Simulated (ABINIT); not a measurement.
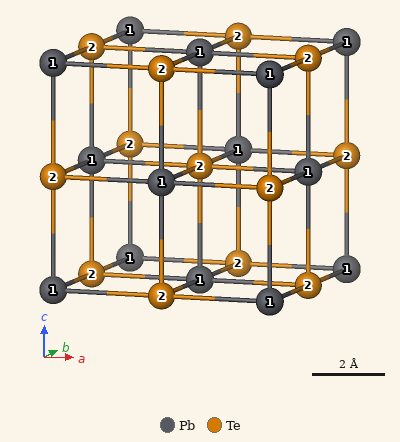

The input geometry (ball-and-stick view of the cell 4 times as large as that of the calculation, set on its symmetry axes, seen slightly off an axis; atoms are numbered from 1 in the order of the input).

## PbTe: phonon calculation (part 1 of 3)

- system: PbTe (Fm-3m, 2 atoms in the cell)
- method: Kohn-Sham DFT of a periodic cell, PBE, spin-orbit coupling, JTH PAW PBE v2.0 sp, no spin polarisation (ABINIT 10.8.3)

The structure derives from an entry of the Crystallography Open Database.

**The program's output**
```
.Version 10.8.3 of ABINIT
 DATASET    1 : space group F4 3 2 (#209); Bravais cF (face-center cubic)
================================================================================
 Values of the parameters that define the memory need for DATASET  1.
     intxc =       0    ionmov =       0      iscf =      17    lmnmax =      13
     lnmax =       5     mgfft =      27  mpssoang =       3    mqgrid =    3001
     natom =       2  nloc_mem =       2    nspden =       1   nspinor =       2
    nsppol =       1      nsym =      24    n1xccc =       1    ntypat =       2
    occopt =       1   xclevel =       2
       mpw =         803          nfft =       19683          nkpt =          12
 PAW method is used; the additional fine FFT grid is defined by:
   mgfftf=        40    nfftf =     64000
================================================================================
================================================================================

 DATASET    2 : space group F4 3 2 (#209); Bravais cF (face-center cubic)
================================================================================
 Values of the parameters that define the memory need for DATASET  2 (RF).
     intxc =       0      iscf =      -3    lmnmax =      13     lnmax =       5
     mgfft =      27  mpssoang =       3    mqgrid =    3001     natom =       2
  nloc_mem =       2    nspden =       1   nspinor =       2    nsppol =       1
      nsym =      24    n1xccc =       1    ntypat =       2    occopt =       1
   xclevel =       2
      nfft =       19683          nkpt =         256
================================================================================
================================================================================

 DATASET    3 : space group F4 3 2 (#209); Bravais cF (face-center cubic)
================================================================================
 Values of the parameters that define the memory need for DATASET  3 (RF).
     intxc =       0      iscf =       7    lmnmax =      13     lnmax =       5
     mgfft =      27  mpssoang =       3    mqgrid =    3001     natom =       2
  nloc_mem =       2    nspden =       1   nspinor =       2    nsppol =       1
      nsym =      24    n1xccc =       1    ntypat =       2    occopt =       1
   xclevel =       2
      nfft =       19683          nkpt =         256
================================================================================
================================================================================

--------------------------------------------------------------------------------
------------- Echo of variables that govern the present computation ------------
--------------------------------------------------------------------------------
 -outvars: echo values of preprocessed input variables --------
            acell      1.0000000000E+00  1.0000000000E+00  1.0000000000E+00 Bohr
              amu      2.07200000E+02  1.27600000E+02
           diemac      6.00000000E+00
             ecut      1.10000000E+01 Hartree
           getddk1          0
           getddk2          0
           getddk3          2
           getwfk1          0
           getwfk2          1
           getwfk3          1
             iscf1         17
             iscf2         -3
             iscf3          7
              ixc          11
           jdtset        1    2    3
                       outvar_i_n : Printing only first  50 k-points.
           kptopt1          4
           kptopt2          3
           kptopt3          3
         kptrlatt        4   -4    4     -4    4    4     -4   -4    4
          kptrlen      4.88456409E+01
            natom           2
            nband1         10
            nband2         10
            nband3         10
           ndtset           3
            ngfft          27      27      27
          ngfftdg          40      40      40
             nkpt1         12
             nkpt2        256
             nkpt3        256
             nqpt1          0
             nqpt2          1
             nqpt3          1
          nspinor           2
            nstep          80
             nsym          24
           ntypat           2
        optdriver1          0
        optdriver2          1
        optdriver3          1
        pawcpxocc           2
        pawecutdg      2.20000000E+01 Hartree
        pawspnorb           1
         pawxcdev           0
           prtden           0
        prtebands           0
           prteig           0
            prtwf1          1
            prtwf2          1
            prtwf3          0
           rfelfd1          0
           rfelfd2          2
           rfelfd3          3
           rfphon1          0
           rfphon2          0
           rfphon3          1
            rprim      0.0000000000E+00  6.1057051087E+00  6.1057051087E+00
                       6.1057051087E+00  0.0000000000E+00  6.1057051087E+00
                       6.1057051087E+00  6.1057051087E+00  0.0000000000E+00
           shiftk      5.00000000E-01  5.00000000E-01  5.00000000E-01
          spgroup         209
           tolvrs1     1.00000000E-11
           tolvrs2     0.00000000E+00
           tolvrs3     1.00000000E-08
           tolwfr1     1.00000000E-15
           tolwfr2     1.00000000E-18
           tolwfr3     0.00000000E+00
            typat      1  2
           useylm           1
                       outvars : Printing only first  50 k-points.
           xangst      0.0000000000E+00  0.0000000000E+00  0.0000000000E+00
                       3.2309999978E+00  3.2309999978E+00  3.2309999978E+00
            xcart      0.0000000000E+00  0.0000000000E+00  0.0000000000E+00
                       6.1057051087E+00  6.1057051087E+00  6.1057051087E+00
             xred      0.0000000000E+00  0.0000000000E+00  0.0000000000E+00
                       5.0000000000E-01  5.0000000000E-01  5.0000000000E-01
            znucl       82.00000   52.00000

================================================================================

 chkinp: Checking input parameters for consistency, jdtset=   1.

 chkinp: Checking input parameters for consistency, jdtset=   2.

 chkinp: Checking input parameters for consistency, jdtset=   3.

================================================================================
== DATASET  1 ==================================================================

--- !DatasetInfo
iteration_state: {dtset: 1, }
dimensions: {natom: 2, nkpt: 12, mband: 10, nsppol: 1, nspinor: 2, nspden: 1, mpw: 803, }
cutoff_energies: {ecut:  11.0, pawecutdg:  22.0, }
electrons: {nelect:   1.00000000E+01, charge:   0.00000000E+00, occopt:   1.00000000E+00, tsmear:   1.00000000E-02, }
meta: {optdriver: 0, ionmov: 0, optcell: 0, iscf: 17, paral_kgb: 0, }
...

 Exchange-correlation functional for the present dataset will be:
  GGA: Perdew-Burke-Ernzerhof functional - ixc=11
  J.P.Perdew, K.Burke, M.Ernzerhof, PRL 77, 3865 (1996)

 Real(R)+Recip(G) space primitive vectors, cartesian coordinates (Bohr,Bohr^-1):
 R(1)=  0.0000000  6.1057051  6.1057051  G(1)= -0.0818906  0.0818906  0.0818906
 R(2)=  6.1057051  0.0000000  6.1057051  G(2)=  0.0818906 -0.0818906  0.0818906
 R(3)=  6.1057051  6.1057051  0.0000000  G(3)=  0.0818906  0.0818906 -0.0818906
 Unit cell volume ucvol=  4.5523691E+02 bohr^3
 Angles (23,13,12)=  6.00000000E+01  6.00000000E+01  6.00000000E+01 degrees

 Coarse grid specifications (used for wave-functions):

 getcut: wavevector=  0.0000  0.0000  0.0000  ngfft=  27  27  27
         ecut(hartree)=     11.000   => boxcut(ratio)=   2.01977

 Fine grid specifications (used for densities):

 getcut: wavevector=  0.0000  0.0000  0.0000  ngfft=  40  40  40
         ecut(hartree)=     22.000   => boxcut(ratio)=   2.19398

--- Pseudopotential description ------------------------------------------------
- pspini: atom type   1  psp file is ./Pb.GGA_PBE-JTH_sp.xml
 Pseudopotential format is: paw10
 basis_size (lnmax)=  5 (lmn_size= 13), orbitals=   0   0   1   1   2
 Spheres core radius: rc_sph= 2.91365156
 Shapefunction is SIN type: shapef(r)=[sin(pi*r/rshp)/(pi*r/rshp)]**2
 Radius for shape functions =  2.21205640
 Compensation charge density is not taken into account in XC energy/potential

- pspini: atom type   2  psp file is ./Te.GGA_PBE-JTH.xml
 Pseudopotential format is: paw10
 basis_size (lnmax)=  4 (lmn_size=  8), orbitals=   0   0   1   1
 Spheres core radius: rc_sph= 2.31107438
 Shapefunction is SIN type: shapef(r)=[sin(pi*r/rshp)/(pi*r/rshp)]**2
 Radius for shape functions =  2.10488624
 Compensation charge density is not taken into account in XC energy/potential

   1.51012653E+03                                ecore*ucvol(ha*bohr**3)
--------------------------------------------------------------------------------

================================================================================

--- !BeginCycle
iteration_state: {dtset: 1, }
solver: {iscf: 17, nstep: 80, nline: 4, wfoptalg: 10, }
tolerances: {tolwfr: 1.00E-15, tolvrs: 1.00E-11, }
...

     iter   Etot(hartree)      deltaE(h)  residm     nres2
 ETOT  1  -11.892726930601    -1.189E+01 8.753E-02 1.034E-01
 ETOT  2  -12.058975471405    -1.662E-01 9.858E-03 1.751E-01
 ETOT  3  -12.059543058879    -5.676E-04 2.222E-03 7.427E-02
 ETOT  4  -12.059389885247     1.532E-04 7.751E-04 4.817E-03
 ETOT  5  -12.059617059153    -2.272E-04 5.132E-04 2.403E-04
 ETOT  6  -12.059686775667    -6.972E-05 1.859E-04 3.362E-05
 ETOT  7  -12.059714496591    -2.772E-05 8.378E-05 3.604E-06
 ETOT  8  -12.059725539314    -1.104E-05 3.424E-05 5.131E-07
 ETOT  9  -12.059730113019    -4.574E-06 1.271E-05 1.621E-06
 ETOT 10  -12.059731960382    -1.847E-06 6.690E-06 1.162E-08
 ETOT 11  -12.059732747900    -7.875E-07 2.210E-06 4.807E-09
 ETOT 12  -12.059733078862    -3.310E-07 1.326E-06 2.656E-09
 ETOT 13  -12.059733219359    -1.405E-07 4.211E-07 1.546E-09
 ETOT 14  -12.059733279302    -5.994E-08 2.631E-07 9.807E-10
 ETOT 15  -12.059733305080    -2.578E-08 8.249E-08 1.877E-09
 ETOT 16  -12.059733316152    -1.107E-08 5.220E-08 4.501E-10
 ETOT 17  -12.059733320962    -4.810E-09 1.632E-08 6.863E-11
 ETOT 18  -12.059733323058    -2.096E-09 1.038E-08 2.748E-11
 ETOT 19  -12.059733323974    -9.159E-10 3.239E-09 1.250E-11
 ETOT 20  -12.059733324377    -4.032E-10 2.072E-09 3.417E-11
 ETOT 21  -12.059733324553    -1.758E-10 6.433E-10 3.478E-13
 ETOT 22  -12.059733324631    -7.836E-11 4.124E-10 2.164E-13
 ETOT 23  -12.059733324666    -3.480E-11 1.280E-10 6.144E-14
 ETOT 24  -12.059733324681    -1.514E-11 8.227E-11 6.154E-14
 ETOT 25  -12.059733324688    -6.187E-12 2.547E-11 1.206E-13
 ETOT 26  -12.059733324691    -3.055E-12 1.640E-11 1.597E-13
 ETOT 27  -12.059733324692    -1.258E-12 5.063E-12 6.193E-14
 ETOT 28  -12.059733324693    -1.078E-12 3.273E-12 5.244E-14
 ETOT 29  -12.059733324694    -1.139E-12 1.006E-12 5.674E-14
 ETOT 30  -12.059733324693     1.538E-12 6.578E-13 5.580E-14
 ETOT 31  -12.059733324693    -3.482E-13 1.984E-13 1.492E-14
 ETOT 32  -12.059733324693     8.171E-14 1.296E-13 1.350E-14
 ETOT 33  -12.059733324693    -5.329E-13 3.927E-14 6.241E-15
 ETOT 34  -12.059733324693     2.558E-13 2.546E-14 9.551E-15
 ETOT 35  -12.059733324693     9.948E-14 7.819E-15 6.675E-15
 ETOT 36  -12.059733324693    -4.672E-13 5.139E-15 1.093E-14
 ETOT 37  -12.059733324693     2.593E-13 1.536E-15 4.529E-15
 ETOT 38  -12.059733324694    -3.961E-13 9.869E-16 1.470E-17

 At SCF step   38  max residual=  9.87E-16 < tolwfr=  1.00E-15 AND nres2   =  1.47E-17 < tolvrs=  1.00E-11 =>converged.

 Cartesian components of stress tensor (hartree/bohr^3)
  sigma(1 1)= -7.19383697E-05  sigma(3 2)=  0.00000000E+00
  sigma(2 2)= -7.19383697E-05  sigma(3 1)=  0.00000000E+00
  sigma(3 3)= -7.19383697E-05  sigma(2 1)=  0.00000000E+00

--- !ResultsGS
iteration_state: {dtset: 1, }
comment   : Summary of ground state results
lattice_vectors:
- [  0.0000000,   6.1057051,   6.1057051, ]
- [  6.1057051,   0.0000000,   6.1057051, ]
- [  6.1057051,   6.1057051,   0.0000000, ]
lattice_lengths: [   8.63477,    8.63477,    8.63477, ]
lattice_angles: [ 60.000,  60.000,  60.000, ] # degrees, (23, 13, 12)
lattice_volume:   4.5523691E+02
convergence: {deltae: -3.961E-13, res2:  1.470E-17, residm:  9.869E-16, diffor: null, }
etotal    :  -1.20597333E+01
entropy   :   0.00000000E+00
fermie    :  -1.51617867E-01
cartesian_stress_tensor: # hartree/bohr^3
- [ -7.19383697E-05,   0.00000000E+00,   0.00000000E+00, ]
- [  0.00000000E+00,  -7.19383697E-05,   0.00000000E+00, ]
- [  0.00000000E+00,   0.00000000E+00,  -7.19383697E-05, ]
pressure_GPa:   2.1165E+00
xred      :
- [  0.0000E+00,   0.0000E+00,   0.0000E+00, Pb]
- [  5.0000E-01,   5.0000E-01,   5.0000E-01, Te]
cartesian_forces: # hartree/bohr
- [ -0.00000000E+00,  -0.00000000E+00,  -0.00000000E+00, ]
- [ -0.00000000E+00,  -0.00000000E+00,  -0.00000000E+00, ]
force_length_stats: {min:   0.00000000E+00, max:   0.00000000E+00, mean:   0.00000000E+00, }
...

 Integrated electronic density in atomic spheres:
 ------------------------------------------------
 Atom  Sphere_radius  Integrated_density
    1        2.91365          2.59011884
    2        2.31107          3.09430634

================================================================================

 ----iterations are completed or convergence reached----

 Mean square residual over all n,k,spin=   40.636E-17; max=  98.686E-17
 reduced coordinates (array xred) for    2 atoms
       0.000000000000      0.000000000000      0.000000000000
       0.500000000000      0.500000000000      0.500000000000
 rms dE/dt=  0.0000E+00; max dE/dt=  0.0000E+00; dE/dt below (all hartree)
    1       0.000000000000      0.000000000000      0.000000000000
    2       0.000000000000      0.000000000000      0.000000000000

 cartesian coordinates (angstrom) at end:
    1      0.00000000000000     0.00000000000000     0.00000000000000
    2      3.23099999782612     3.23099999782612     3.23099999782612

 cartesian forces (hartree/bohr) at end:
    1     -0.00000000000000    -0.00000000000000    -0.00000000000000
    2     -0.00000000000000    -0.00000000000000    -0.00000000000000
 frms,max,avg= 0.0000000E+00 0.0000000E+00   0.000E+00  0.000E+00  0.000E+00 h/b

 cartesian forces (eV/Angstrom) at end:
    1     -0.00000000000000    -0.00000000000000    -0.00000000000000
    2     -0.00000000000000    -0.00000000000000    -0.00000000000000
 frms,max,avg= 0.0000000E+00 0.0000000E+00   0.000E+00  0.000E+00  0.000E+00 e/A
 length scales=  1.000000000000  1.000000000000  1.000000000000 bohr
              =  0.529177210544  0.529177210544  0.529177210544 angstroms
 Fermi (or HOMO) energy (hartree) =  -0.15162   Average Vxc (hartree)=  -0.33634
 Eigenvalues (hartree) for nkpt=  12  k points:
 kpt#   1, nband= 10, wtk=  0.09375, kpt= -0.1250 -0.2500  0.0000 (reduced coord)
  -0.57307   -0.57307   -0.39512   -0.39512   -0.22790   -0.22790   -0.20039   -0.20039
  -0.16434   -0.16434
 prteigrs : prtvol=0 or 1, do not print more k-points.
```
